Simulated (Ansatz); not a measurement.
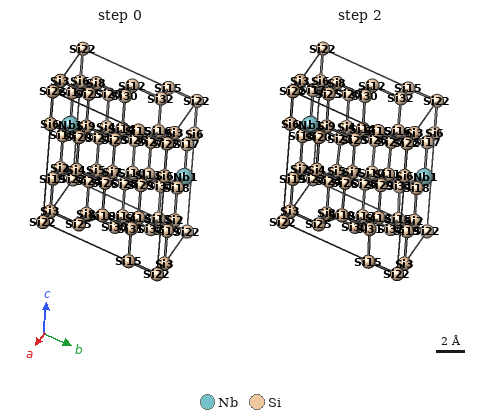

The structure of a defect cell of composition NbSi31 before (left) and after (right) a relaxation, at one scale.

The picture is a ball-and-stick view of the cell of the calculation, seen from a free direction.

The calculation used DFT PBEsol, scalar-relativistic, plane waves, PAW (Ansatz).

Input file:
```yaml
crystal:
  lattice:
    - [5.4338340902, -5.4338340902, 5.4338340902]
    - [-5.4338340902, 5.4338340902, 5.4338340902]
    - [-5.4338340902, -5.4338340902, -5.4338340902]
  atoms:
    - { symbol: Nb, position: [0.25, 0.0, 0.5], spin: 0.2 }
    - { symbol: Si, position: [0.5, 0.0, 0.25] }
    - { symbol: Si, position: [0.75, 0.0, 0.0] }
    - { symbol: Si, position: [0.0, 0.25, 0.5] }
    - { symbol: Si, position: [0.25, 0.25, 0.25] }
    - { symbol: Si, position: [0.0, 0.0, 0.75] }
    - { symbol: Si, position: [0.75, 0.5, 0.5] }
    - { symbol: Si, position: [0.5, 0.25, 0.0] }
    - { symbol: Si, position: [0.75, 0.25, 0.75] }
    - { symbol: Si, position: [0.0, 0.5, 0.25] }
    - { symbol: Si, position: [0.5, 0.75, 0.5] }
    - { symbol: Si, position: [0.25, 0.5, 0.0] }
    - { symbol: Si, position: [0.75, 0.75, 0.25] }
    - { symbol: Si, position: [0.5, 0.5, 0.75] }
    - { symbol: Si, position: [0.0, 0.75, 0.0] }
    - { symbol: Si, position: [0.25, 0.75, 0.75] }
    - { symbol: Si, position: [0.25, 0.0, 0.75], spin: 0.2 }
    - { symbol: Si, position: [0.5, 0.0, 0.5], spin: 0.2 }
    - { symbol: Si, position: [0.75, 0.0, 0.25] }
    - { symbol: Si, position: [0.0, 0.25, 0.75] }
    - { symbol: Si, position: [0.25, 0.25, 0.5], spin: 0.2 }
    - { symbol: Si, position: [0.0, 0.0, 0.0] }
    - { symbol: Si, position: [0.75, 0.5, 0.75] }
    - { symbol: Si, position: [0.5, 0.25, 0.25] }
    - { symbol: Si, position: [0.75, 0.25, 0.0] }
    - { symbol: Si, position: [0.0, 0.5, 0.5] }
    - { symbol: Si, position: [0.5, 0.75, 0.75] }
    - { symbol: Si, position: [0.25, 0.5, 0.25] }
    - { symbol: Si, position: [0.75, 0.75, 0.5] }
    - { symbol: Si, position: [0.5, 0.5, 0.0] }
    - { symbol: Si, position: [0.0, 0.75, 0.25], spin: 0.2 }
    - { symbol: Si, position: [0.25, 0.75, 0.0] }
  host:
    lattice:
      - [0.0, 2.7169170451, 2.7169170451]
      - [2.7169170451, 0.0, 2.7169170451]
      - [2.7169170451, 2.7169170451, 0.0]
    atoms:
      - { symbol: Si, position: [0.25, 0.25, 0.25] }
      - { symbol: Si, position: [0.0, 0.0, 0.0] }
basis:
  ecutwfc: 420
  xc_grid: 2
kpoints:
  mp_grid: { grid: [2, 2, 2], shift: [0.5, 0.5, 0.5] }
hamiltonian:
  xc: pbesol
scf:
  occupations: { method: gaussian, width: 0.02 }
  lower_state_search: "off"
output:
  forces: true
  stress: false
  eigenvalues: true
  populations: true
  charged_corrections:
    defect_position: [0.25, 0.0, 0.5]
    epsilon: [[13.2946, 0.0, 0.0], [0.0, 13.2946, 0.0], [0.0, 0.0, 13.2946]]
  write_density: true
  write_potential: true
  elf: true
  volumetric_format: npy
magnetization:
  spin_polarized: true
relax:
  adjacent_minimum: "off"
  f_tol: 0.03
  max_steps: 40
```

Command:
```bash
ansatz run input.yaml --threads 8 --pin off --max-ram 16384MiB --backend cpu --events-out ev --progress --plain --runs-dir out
```

Question: What changed between the two?

Answer: The energy falls by 0.548 eV per cell of the calculation in 2 geometry steps. The largest force component goes from 1.1 to 0.018 eV/Å. The largest moves, 0.14 Å, are those of Si17, Si18, Si21 and Si31. Si21 goes along +b. Nb stays in place. The cell doesn't change. Among the contacts that change: Nb1–Si17 2.353 → 2.492 Å, Si10–Si25 2.353 → 2.341 Å, Si10–Si26 2.353 → 2.349 Å. Bond angles that change, for instance: Si18–Si11–Si29 109.5° → 106.1°, Nb1–Si21–Si4 109.5° → 106.6°, Si4–Si21–Si5 109.5° → 112.2°.
